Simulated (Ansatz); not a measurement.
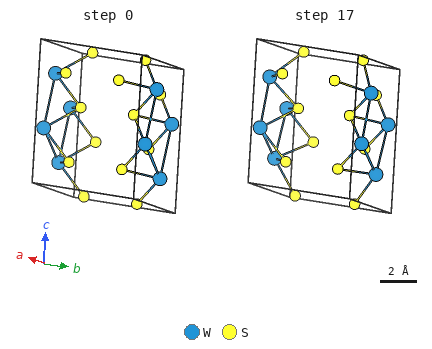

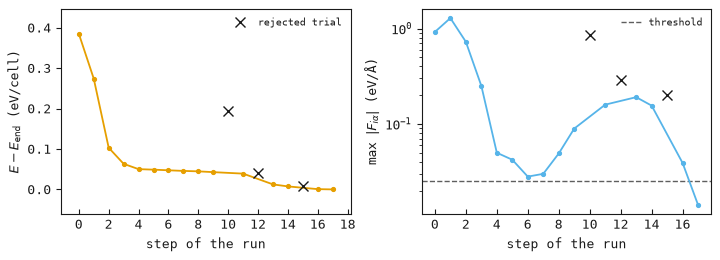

First and last geometry of a relaxation of a defect cell of composition W2S5 (coarse preliminary run), with the history of the run. The picture is a ball-and-stick view of the cell of the calculation, seen from a free direction.

Case: W vacancy (site a), charge +0, atoms relaxed at the host's cell.

Method: DFT PBE, scalar-relativistic, plane waves, PAW (Ansatz 0.2.0). Set-up: plane-wave cutoff 420 eV; k-point mesh 1 × 1 × 1; occupations gaussian; smearing width 0.01 eV; collinear spin; atoms relaxed in a fixed cell; force threshold 0.025 eV/Å; at most 45 steps.

> What do the curves and the structures tell?

It converged. The energy falls by 0.385 eV per cell of the calculation in 14 accepted moves (17 points after the start). The largest force component goes from 0.92 to 0.014 eV/Å. The line search rejected the trial steps at points 10, 12, 15 of the run. An S atom moves most: 0.29 Å along [2 −3 0]. Largest moves by element: S 0.29 Å, W 0.25 Å. The lattice vectors keep their values. Among the contacts that change: S–S 3.142 → 2.665 Å, W–W 3.188 → 3.641 Å, W–W 3.188 → 2.939 Å, W–W 3.188 → 2.965 Å. Bond angles that change, for instance: W–S–W 82.4° → 96.8°, W–S–W 82.4° → 74.4°, W–S–W 82.4° → 76.7°. The program noted that the starting moments weren't kept. The run took 42 s on 4 threads of Arm Neoverse V2 (shared host), peak memory 0.52 GiB.

```json
{"step": "0", "E − E(0), meV/atom": "0.00", "largest force component, eV/Å": "0.9203", "note": ""}
{"step": "1", "E − E(0), meV/atom": "-7.95", "largest force component, eV/Å": "1.2855", "note": ""}
{"step": "2", "E − E(0), meV/atom": "-20.16", "largest force component, eV/Å": "0.7258", "note": ""}
{"step": "3", "E − E(0), meV/atom": "-23.00", "largest force component, eV/Å": "0.2506", "note": ""}
{"step": "4", "E − E(0), meV/atom": "-23.94", "largest force component, eV/Å": "0.0499", "note": ""}
{"step": "5", "E − E(0), meV/atom": "-24.03", "largest force component, eV/Å": "0.0421", "note": ""}
{"step": "6", "E − E(0), meV/atom": "-24.14", "largest force component, eV/Å": "0.0280", "note": ""}
{"step": "7", "E − E(0), meV/atom": "-24.25", "largest force component, eV/Å": "0.0300", "note": ""}
{"step": "8", "E − E(0), meV/atom": "-24.33", "largest force component, eV/Å": "0.0490", "note": ""}
{"step": "9", "E − E(0), meV/atom": "-24.47", "largest force component, eV/Å": "0.0893", "note": ""}
{"step": "10", "E − E(0), meV/atom": "-13.67", "largest force component, eV/Å": "0.8561", "note": "rejected"}
{"step": "11", "E − E(0), meV/atom": "-24.73", "largest force component, eV/Å": "0.1591", "note": ""}
{"step": "12", "E − E(0), meV/atom": "-24.58", "largest force component, eV/Å": "0.2876", "note": "rejected"}
{"step": "13", "E − E(0), meV/atom": "-26.64", "largest force component, eV/Å": "0.1907", "note": ""}
{"step": "14", "E − E(0), meV/atom": "-26.99", "largest force component, eV/Å": "0.1555", "note": ""}
{"step": "15", "E − E(0), meV/atom": "-26.87", "largest force component, eV/Å": "0.1995", "note": "rejected"}
{"step": "16", "E − E(0), meV/atom": "-27.48", "largest force component, eV/Å": "0.0389", "note": ""}
{"step": "17", "E − E(0), meV/atom": "-27.52", "largest force component, eV/Å": "0.0141", "note": ""}
```

Limits of the set-up: the periodic images lie only 5.5 Å apart, so the values are limited by the cell's size.
